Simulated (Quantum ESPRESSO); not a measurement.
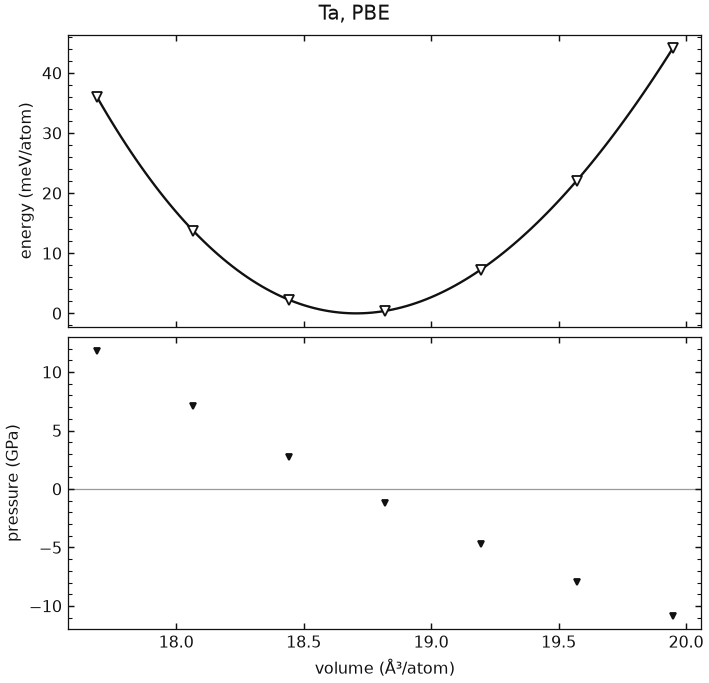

The figure shows the energy and pressure against volume for Ta, space group P6_3/mmc (No. 194).

Cell as given: a = 2.900 Å, b = 2.900 Å, c = 5.166 Å, α = 90.00°, β = 90.00°, γ = 120.00°; 2 atoms.

How it was computed, with Quantum ESPRESSO 7.5: plane-wave DFT, no spin polarisation; energies at scaled volumes of the given cell, shape and fractions fixed, counted from the fit's minimum, third-order Birch-Murnaghan fit. Level: PBE.

- k mesh: 11×11×5
- occupations: Fermi–Dirac
- smearing width: 0.05 eV
- potentials: SSSP 1.3 efficiency PBE
- wave cutoff: 748.3 eV
- density cutoff: 5987 eV

**How stiff is the solid, and where is its volume at rest?**

A third-order Birch–Murnaghan fit gives V0 = 18.71 Å³/atom, B0 = 190 GPa and B′ = 3.9.

**How does the pressure vary with volume?**

It falls from 11.83 GPa at volume 17.69 Å³/atom to −10.83 GPa at 19.95 Å³/atom, and changes sign near 18.71 Å³/atom.

Caveats: shape and atomic fractions are frozen while scaling, which makes layered, chain and framework solids too stiff.
